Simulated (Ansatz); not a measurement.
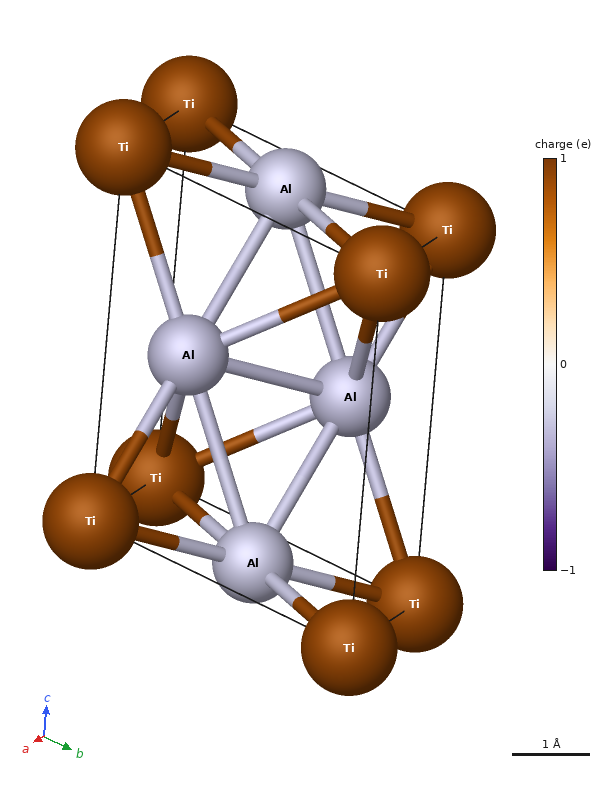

An orthographic ball-and-stick view of the structure, slightly off an axis. The parallelepiped is the cell (the run's own, in a reduced setting). The atoms of this TiAl3 cell are coloured by their Bader charge.

Calculation details: Ansatz, DFT r2SCAN, scalar-relativistic, plane waves, PAW; 500 eV cutoff, k-points about 0.15 Å⁻¹ apart, Gaussian smearing of 0.1 eV, no spin polarisation.

Q: Who donates electrons here and who accepts them?

A: Most positive: Ti; most negative: Al. Charges: about Ti +0.9 e; Al -0.3 e.

The structure comes from a structure listed in the Materials Project. Earlier steps of the study may have refined or changed the cell and positions. It was run through Ansatz as a DFT input.
